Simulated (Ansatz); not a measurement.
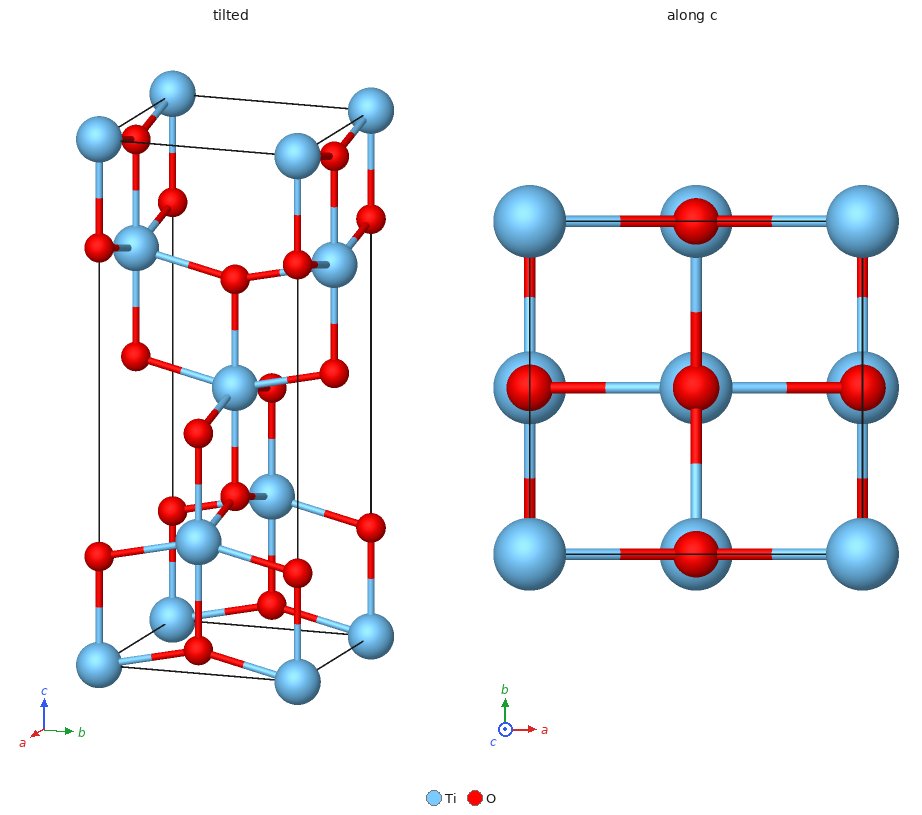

Ball-and-stick representation of a periodic structure, projected slightly off an axis and along the c axis. The parallelepiped is the conventional unit cell. Cell: a = 3.80 Å, b = 3.80 Å, c = 9.70 Å, α = 90.00°, β = 90.00°, γ = 90.00°.

Its origin is a structure listed in the Materials Project. Earlier steps of the study may have refined or changed the cell and positions. Ansatz was used for an electronic-structure calculation on it.

**Give a description of the structure.**

Formula: TiO$_{2}$. Space group I4_1/amd (No. 141), lattice body-centred tetragonal. Its structure type: anatase. Content of the cell: 4 Ti, 8 O (Z = 4). Ti is linked to six O at about 1.9 to 2.0 Å. About every O there are three Ti at about 1.9 to 2.0 Å. Not all metal-metal contacts are counted. The bonds build a three-dimensional framework.

Computational set-up: Ansatz, DFT PBE, scalar-relativistic, plane waves, PAW, a cutoff energy of 420 eV, k-points about 0.22 Å⁻¹ apart, Gaussian smearing of 0.02 eV, no spin polarisation.

**Is the electronic structure metallic or gapped?**

A semiconductor at this level, with a gap of 2.12 eV, indirect.

**Predict the Bader charges.**

Ti +2.28 e; O -1.14 e.

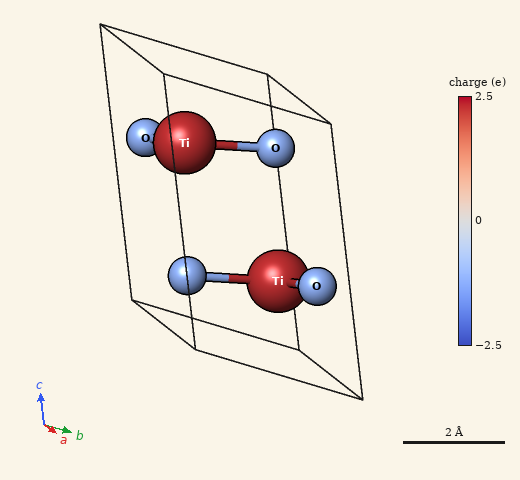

The atoms coloured by those charges. The run's cell of 6 atoms is drawn, so axes and origin can differ from the first picture.

**Is the structure relaxed at this level of theory?**

Yes. All forces vanish to within 0.01 eV/Å. The pressure is 0.0 GPa, close to zero.
